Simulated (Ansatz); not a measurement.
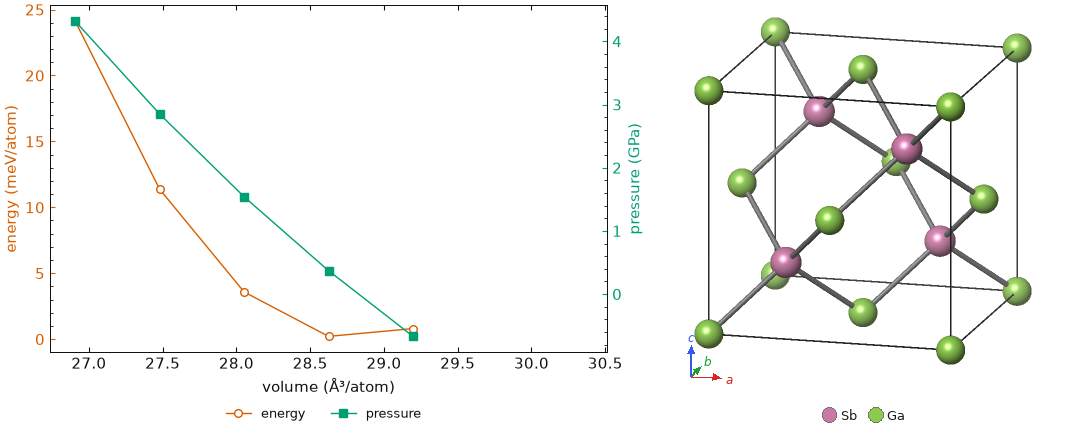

Plotted: energy and pressure against volume for GaSb, space group F-43m (No. 216). The conventional cell is drawn beside the plot.

Starting cell:
```yaml
crystal:
  lattice:
    - [0.00000, 3.05900, 3.05900]
    - [3.05900, 0.00000, 3.05900]
    - [3.05900, 3.05900, 0.00000]
  atoms:
    - { symbol: Sb, position: [0.75000, 0.75000, 0.75000] }
    - { symbol: Ga, position: [0.00000, 0.00000, 0.00000] }
```

How it was computed, with Ansatz 0.2.0: plane-wave DFT, no spin polarisation; energies at scaled volumes of the given cell, shape and fractions fixed, counted from the fit's minimum, third-order Birch-Murnaghan fit. Level: m-r2SCAN.

k mesh 8×8×8; occupations Fermi–Dirac; smearing width 0.05 eV; potentials Ansatz PAW; wave cutoff 500 eV; density cutoff 2000 eV.

The points at volume 29.77 Å³/atom and 30.34 Å³/atom are left out of the plot. What values does the calculation give there?

```
volume (Å³/atom)  energy (meV/atom)  pressure (GPa)
           29.77               4.88           -1.59
           30.34              12.03           -2.39
```
